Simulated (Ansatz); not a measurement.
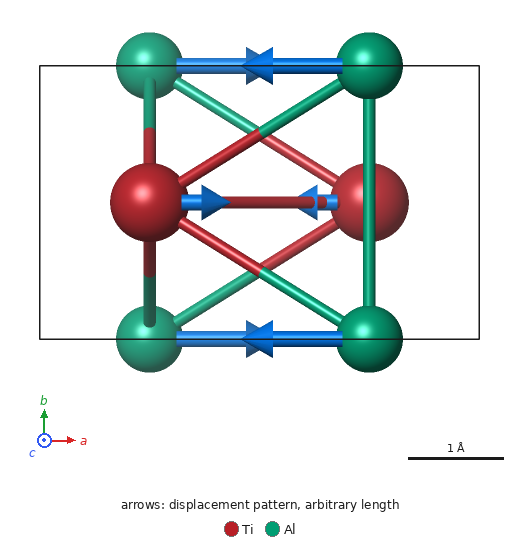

One vibrational mode of a crystal of TiAl at the zone centre. The blue arrows are the displacements of the atoms (eigenvector over the root of the mass), of arbitrary overall length and sign. Style: ball-and-stick. Shown: the cell of the calculation, along the c axis.

All numbers below come from DFT PBE, scalar-relativistic, plane waves, PAW (Ansatz). (plane-wave cutoff 420 eV; k-point mesh 10 × 16 × 10; occupations fermi dirac; smearing width 0.15 eV; no spin polarisation)

The frequencies depend somewhat on the k-mesh and the smearing.

Q: Give the symmetry, activity and frequency of this mode.

A: This is the B₂g mode at 9.2 THz, optical level 7 of 9, counted from below, Raman-active by symmetry. All motion is along a; atoms of one kind move against one another, with no net shift of any sublattice; the kinetic energy is shared as Al 70 %, Ti 30 %.
